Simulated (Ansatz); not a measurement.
## Al: a failed or faulty run and its cure

System: Al (Fm-3m, 1 atom in the cell).
Method of run A: Kohn-Sham DFT of a periodic cell, BHLYP, Ansatz PAW (Ansatz 0.2.0).

The structure derives from an entry of the Crystallography Open Database. The run did not end well. Text and figures count atoms from 1; the logs count them from 0 in places.

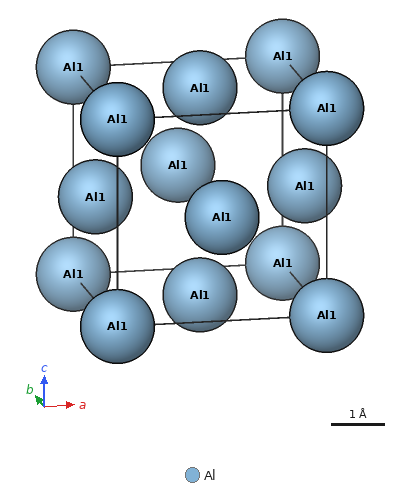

The structure as given in the input (spheres-only view of the cell 4 times as large as that of the calculation, set on its symmetry axes, seen slightly off an axis; atoms are numbered from 1 in the order of the input).

## Input, run A
```yaml
crystal:
  lattice:
    - [0.0, 2.024805, 2.024805]
    - [2.024805, 0.0, 2.024805]
    - [2.024805, 2.024805, 0.0]
  atoms:
    - { symbol: Al, position: [0.0, 0.0, 0.0] }
hamiltonian:
  xc: { name: BHLYP }
  pseudopotentials: { kind: paw }
kpoints:
  mp_grid: { grid: [6, 6, 6] }
  band_path:
    path:
      - [[0.0, 0.0, 0.0], [0.5, 0.0, 0.5], [0.5, 0.25, 0.75], [0.375, 0.375, 0.75], [0.0, 0.0, 0.0], [0.5, 0.5, 0.5], [0.625, 0.25, 0.625], [0.5, 0.25, 0.75], [0.5, 0.5, 0.5], [0.375, 0.375, 0.75]]
      - [[0.625, 0.25, 0.625], [0.5, 0.0, 0.5]]
    npoints: 4
scf:
  occupations: { method: fermi_dirac, width: 0.05 }
  n_extra_bands: 6
output:
  forces: true
  stress: true
  eigenvalues: true
  fatbands: false
  write_density: true
  write_potential: true
  elf: true
  volumetric_format: npy
```

Launched with:
```bash
ansatz run input.yaml --threads 2 --pin off --max-ram 5632MiB --backend cpu --events-out ev --progress --plain --runs-dir out
```

Hardware: 2 threads of Arm Neoverse V2, 24 GiB of memory available, shared host.

## Output, shortened to warnings, some set-up lines, iterations and results (run A)
```
Warning: output.stress: scf.convergence.dr2_threshold = 1e-7 eV (the SCF's general default) is looser than the 1e-10 eV advised for a printed stress (1e-10 eV for each atom of the cell: 1). What an SCF threshold leaves in a stress goes as its square root, and in the free energy as the threshold itself, and one threshold admits the most on a small cell: of the crystals measured, under no hybrid …
Warning: output.stress: scf.exx.energy_threshold = 1e-6 eV is looser than the 1e-8 eV advised for a stress under a hybrid functional (1e-8 eV for each atom of the cell: 1). Every SCF of the exchange loop can meet its threshold on dr2 while the loop round them stops early: no threshold on dr2 bounds what that leaves in the stress. Set scf.exx.energy_threshold to 1e-8 eV or tighter. The threshold …
Error: the pass "band path" is not served: it follows an SCF under a hybrid functional, so it would have to apply that functional's exchange operator directly, as a sum over orbital pairs, which on k-points of its own, be they those of the SCF's mesh, such a pass takes under an unscreened kernel only where the SCF fills whole bands under a gap, and this one does not: choose a screened hybrid …
Basis set: ecut = 420 eV, 331 PW (Γ), exchange–correlation on 40×40×40 points (8 copies of the dense FFT grid, shifted against one another)
Symmetry: 48 space group operations
k-points: 16 of 216
Initial density: superposition of atomic densities (neutral atoms: chi_scale 0, normalization atom), corrected by the library's trained network
[...]
SCF iter   1: F=—  HF=-540.553393 eV  |F-HF|=—  |Δ(HF+E_count)|=         —  Δρ=4.30e-3  dr2=3.35e-3  ethr=1.77e-3  ⟨swp⟩=6.8  Hψ=638  notcnv=0
SCF iter   2: F=—  HF=-540.552957 eV  |F-HF|=—  |Δ(HF+E_count)|=   4.36e-4  Δρ=2.08e-3  dr2=7.78e-4  ethr=1.12e-4  ⟨swp⟩=2.4  Hψ=194  notcnv=0  defer=1
SCF iter   3: F=—  HF=-540.552869 eV  |F-HF|=—  |Δ(HF+E_count)|=   8.84e-5  Δρ=6.55e-5  dr2=3.90e-7  ethr=6.21e-9  ⟨swp⟩=4.6  Hψ=450  notcnv=0
SCF iter   4: F=—  HF=-540.552870 eV  |F-HF|=—  |Δ(HF+E_count)|=   9.78e-7  Δρ=1.41e-5  dr2=2.03e-8  ethr=6.21e-9  ⟨swp⟩=3.4  Hψ=188  notcnv=0
SCF iter   5: F=-540.552870 eV  HF=-540.552870 eV  |F-HF|=3.72e-11  |Δ(HF+E_count)|=   4.18e-8  Δρ=4.48e-7  dr2=2.51e-11  ethr=3.26e-10  ⟨swp⟩=4.0  Hψ=197  notcnv=0
[... 9 lines ...]
SCF 2 stopped early in 8 iterations: F = -540.315940 eV  dr2 = 9.46e-7
SCF iter   1: F=—  HF=-540.315899 eV  |F-HF|=—  |Δ(HF+E_count)|=         —  Δρ=1.44e-5  dr2=3.01e-6  ethr=8.21e-7  ⟨swp⟩=2.3  Hψ=261  notcnv=0
SCF iter   2: F=—  HF=-540.315935 eV  |F-HF|=—  |Δ(HF+E_count)|=   3.57e-5  Δρ=6.78e-6  dr2=8.79e-7  ethr=4.45e-10  ⟨swp⟩=4.4  Hψ=219  notcnv=0
SCF iter   3: F=-540.315936 eV  HF=-540.315936 eV  |F-HF|=8.05e-11  |Δ(HF+E_count)|=   1.59e-6  Δρ=1.44e-6  dr2=1.96e-9  ethr=6.97e-11  ⟨swp⟩=4.1  Hψ=239  notcnv=0
SCF 3 converged in 3 iterations: F = -540.315936 eV  dr2 = 1.96e-9
  Residual-converged pass: ⟨swp⟩=1.8  Hψ=146  notcnv=0  max |occ|·‖R‖ = 2.4e-6 eV (tolerance 2.4e-6 eV)  dr2=1.96e-9  dr2_onsite=3.87e-11  max |Δocc| = 2.1e-15
hybrid outer 2: dexx = +2.015e-7 eV, tail = 5.30e-9 eV, Δε = 2.42e-3 eV (about 1.06e-4 eV left of the loop's levels)
hybrid SCF converged: 2 outer / 11 inner (+5 warm-up), last move |dexx| = 2.01e-7 eV, tail = 5.30e-9 eV
Stability not checked: this state was not tested for a lower state beside it, because the functional holds exact exchange (a hybrid, or Hartree-Fock), whose exchange loop this test does not read (fock_operator; see scf.lower_state_search)
Free energy (F): -540.315936 eV
Frozen-core exchange: fock
Harris-Foulkes:  -540.315936 eV  (|F-HF|=8.05e-11)
Internal energy: -540.312156 eV  (E = F + TS)
E sigma→0 (E₀):  -540.314046 eV
Entropy (-TS):   -0.003780 eV (-3.780 meV/atom)
Fermi energy:    8.994182 eV
--- Per-component energies (eV) ---
  E_band       = 5.680105
  E_kinetic    = 22.707521
  E_local      = 9.555917  (includes V_loc(G=0)·N_el)
  E_nonlocal   = 10.462764
  E_hartree    = 0.103399
  E_xc         = -20.849775
  E_vxc        = -15.098751  (∫ρ·V_xc dr)
  E_exx        = -9.086691  (= α·E_x^exact, valence–valence)
  E_paw        = -479.776984  (= ΣΔE_a)
  E_vpaw       = -3.980794  (= ΣTr[D̂ρ^β])
  E_aug_tail   = -0.000003  (compensation charges beyond the density's cutoff)
  E_ewald      = -73.363052
  E_core_change = -0.065253  (= ΣΔE_core)
  E_smearing   = -0.003780  (= −TS)
  E_closure    = -0.000000  (closes the sum)
  Σ components = -540.315936   (vs F -540.315936, Δ=0.00e0)
--- Forces (eV/Å), atoms counted from 1 ---
  atom   1  Al    -0.00000000    -0.00000000     0.00000000
  max |Σ_I F_I| component: 1.64e-32 eV/Å
--- Stress (GPa, compression-positive) ---
        0.490473       0.000000      -0.000000
       -0.000000       0.490473       0.000000
       -0.000000       0.000000       0.490473
  P = ⅓ Tr σ = 0.4905 GPa (4.905 kbar)
Error: the pass "band path" is not served: it follows an SCF under a hybrid functional, so it would have to apply that functional's exchange operator directly, as a sum over orbital pairs, which on k-points of its own, be they those of the SCF's mesh, such a pass takes under an unscreened kernel …
```

Question: Diagnose this run and give a change of the input that cures it.

Answer: The run ended with an error: “the pass "band path" is not served: it follows an SCF under a hybrid functional, so it would have to apply that functional's exchange operator directly, as a sum over orbital pairs, which on k-points of its own, be they those of the SCF's mesh, such a pass takes under an unscreened kernel only where the SCF fills …” Warnings of the run: an analysis step after the SCF failed; the exchange loop's threshold is looser than advised for the stress; the SCF threshold is looser than advised for the printed stress. Points of doubt noted for this run: forces on files of another functional.

A run of the same system that converges differs from this input as follows (lines with − go, lines with + come):
```diff
-  band_path:
-    path:
-      - [[0.0, 0.0, 0.0], [0.5, 0.0, 0.5], [0.5, 0.25, 0.75], [0.375, 0.375, 0.75], [0.0, 0.0, 0.0], [0.5, 0.5, 0.5], [0.625, 0.25, 0.625], [0.5, 0.25, 0.75], [0.5, 0.5, 0.5], [0.375, 0.375, 0.75]]
-      - [[0.625, 0.25, 0.625], [0.5, 0.0, 0.5]]
-    npoints: 4
-  n_extra_bands: 6
-  fatbands: false
-  write_density: true
-  write_potential: true
-  elf: true
-  volumetric_format: npy
```

## Output, shortened to warnings, some set-up lines, iterations and results (run B)
```
Warning: output.stress: scf.convergence.dr2_threshold = 1e-7 eV (the SCF's general default) is looser than the 1e-10 eV advised for a printed stress (1e-10 eV for each atom of the cell: 1). What an SCF threshold leaves in a stress goes as its square root, and in the free energy as the threshold itself, and one threshold admits the most on a small cell: of the crystals measured, under no hybrid …
Warning: output.stress: scf.exx.energy_threshold = 1e-6 eV is looser than the 1e-8 eV advised for a stress under a hybrid functional (1e-8 eV for each atom of the cell: 1). Every SCF of the exchange loop can meet its threshold on dr2 while the loop round them stops early: no threshold on dr2 bounds what that leaves in the stress. Set scf.exx.energy_threshold to 1e-8 eV or tighter. The threshold …
Basis set: ecut = 420 eV, 331 PW (Γ), exchange–correlation on 40×40×40 points (8 copies of the dense FFT grid, shifted against one another)
Symmetry: 48 space group operations
k-points: 16 of 216
Initial density: superposition of atomic densities (neutral atoms: chi_scale 0, normalization atom), corrected by the library's trained network
[...]
SCF iter   1: F=—  HF=-540.553388 eV  |F-HF|=—  |Δ(HF+E_count)|=         —  Δρ=4.30e-3  dr2=3.35e-3  ethr=1.77e-3  ⟨swp⟩=5.9  Hψ=473  notcnv=0
SCF iter   2: F=—  HF=-540.552957 eV  |F-HF|=—  |Δ(HF+E_count)|=   4.32e-4  Δρ=2.08e-3  dr2=7.78e-4  ethr=1.12e-4  ⟨swp⟩=2.6  Hψ=167  notcnv=0
SCF iter   3: F=—  HF=-540.552869 eV  |F-HF|=—  |Δ(HF+E_count)|=   8.83e-5  Δρ=6.61e-5  dr2=4.10e-7  ethr=5.50e-9  ⟨swp⟩=4.8  Hψ=362  notcnv=0  defer=1
SCF iter   4: F=—  HF=-540.552870 eV  |F-HF|=—  |Δ(HF+E_count)|=   9.69e-7  Δρ=1.39e-5  dr2=1.96e-8  ethr=5.17e-9  ⟨swp⟩=3.5  Hψ=160  notcnv=0
SCF iter   5: F=-540.552870 eV  HF=-540.552870 eV  |F-HF|=3.35e-11  |Δ(HF+E_count)|=   4.07e-8  Δρ=4.21e-7  dr2=2.19e-11  ethr=2.48e-10  ⟨swp⟩=4.0  Hψ=167  notcnv=0
[... 10 lines ...]
SCF iter   1: F=—  HF=-540.315902 eV  |F-HF|=—  |Δ(HF+E_count)|=         —  Δρ=3.28e-5  dr2=3.67e-6  ethr=8.65e-7  ⟨swp⟩=2.2  Hψ=196  notcnv=0
SCF iter   2: F=—  HF=-540.315934 eV  |F-HF|=—  |Δ(HF+E_count)|=   3.19e-5  Δρ=8.44e-6  dr2=1.09e-6  ethr=2.56e-9  ⟨swp⟩=3.8  Hψ=158  notcnv=0
SCF iter   3: F=—  HF=-540.315936 eV  |F-HF|=—  |Δ(HF+E_count)|=   2.04e-6  Δρ=7.15e-6  dr2=1.42e-8  ethr=1.20e-10  ⟨swp⟩=4.2  Hψ=222  notcnv=0
SCF iter   4: F=-540.315936 eV  HF=-540.315936 eV  |F-HF|=5.63e-11  |Δ(HF+E_count)|=   5.57e-9  Δρ=6.71e-7  dr2=1.49e-10  ethr=1.15e-10  ⟨swp⟩=3.1  Hψ=145  notcnv=0
SCF 3 converged in 4 iterations: F = -540.315936 eV  dr2 = 1.49e-10
  Residual-converged pass: ⟨swp⟩=2.5  Hψ=129  notcnv=0  max |occ|·‖R‖ = 2.4e-6 eV (tolerance 2.4e-6 eV)  dr2=1.49e-10  dr2_onsite=2.04e-11  max |Δocc| = 7.0e-16
hybrid outer 2: dexx = +2.275e-7 eV, tail = 1.65e-9 eV, Δε = 2.40e-3 eV (about 5.89e-5 eV left of the loop's levels)
hybrid SCF converged: 2 outer / 12 inner (+5 warm-up), last move |dexx| = 2.28e-7 eV, tail = 1.65e-9 eV
Stability not checked: this state was not tested for a lower state beside it, because the functional holds exact exchange (a hybrid, or Hartree-Fock), whose exchange loop this test does not read (fock_operator; see scf.lower_state_search)
Free energy (F): -540.315936 eV
Frozen-core exchange: fock
Harris-Foulkes:  -540.315936 eV  (|F-HF|=5.63e-11)
Internal energy: -540.312156 eV  (E = F + TS)
E sigma→0 (E₀):  -540.314046 eV
Entropy (-TS):   -0.003780 eV (-3.780 meV/atom)
Fermi energy:    8.994223 eV
--- Per-component energies (eV) ---
  E_band       = 5.680092
  E_kinetic    = 22.707533
  E_local      = 9.555970  (includes V_loc(G=0)·N_el)
  E_nonlocal   = 10.462675
  E_hartree    = 0.103398
  E_xc         = -20.849769
  E_vxc        = -15.098748  (∫ρ·V_xc dr)
  E_exx        = -9.086691  (= α·E_x^exact, valence–valence)
  E_paw        = -479.776966  (= ΣΔE_a)
  E_vpaw       = -3.980786  (= ΣTr[D̂ρ^β])
  E_aug_tail   = -0.000003  (compensation charges beyond the density's cutoff)
  E_ewald      = -73.363052
  E_core_change = -0.065253  (= ΣΔE_core)
  E_smearing   = -0.003780  (= −TS)
  E_closure    = -0.000000  (closes the sum)
  Σ components = -540.315936   (vs F -540.315936, Δ=1.14e-13)
--- Forces (eV/Å), atoms counted from 1 ---
  atom   1  Al     0.00000000     0.00000000    -0.00000000
  max |Σ_I F_I| component: 1.64e-32 eV/Å
--- Stress (GPa, compression-positive) ---
        0.489409      -0.000000       0.000000
        0.000000       0.489409       0.000000
       -0.000000      -0.000000       0.489409
  P = ⅓ Tr σ = 0.4894 GPa (4.894 kbar)
```

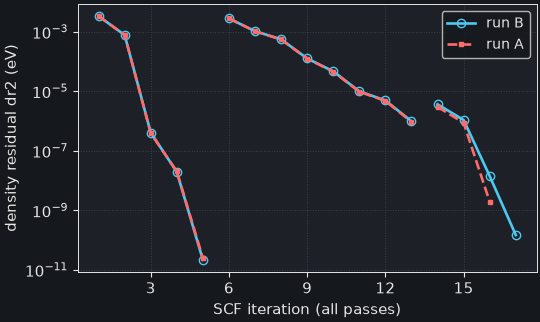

Convergence of the two runs: density residual dr2 against the SCF iteration. A break in a curve parts two SCF passes. Run B takes 17 iterations in all, and run A stops after 16.

## The two runs side by side

| quantity | run A | run B |
| --- | --- | --- |
| outcome | error | converged |
| free energy per atom (eV) | – | −540.3159 |
| gap on the mesh (eV) | – | 0.00 |
| pressure (GPa) | – | 0.49 |
| volume per atom (Å³) | – | 16.60 |
| largest force (eV/Å) | – | 0.000 |
| SCF iterations | – | 17 |
| irreducible k-points | – | 16 |
| plane waves at Γ | – | 331 |
| wall time (shared host) | 2.3 s | 2.2 s |

Notes on run B: Warnings of the run: the exchange loop's threshold is looser than advised for the stress; the SCF threshold is looser than advised for the printed stress. Points of doubt noted for this run: forces on files of another functional.
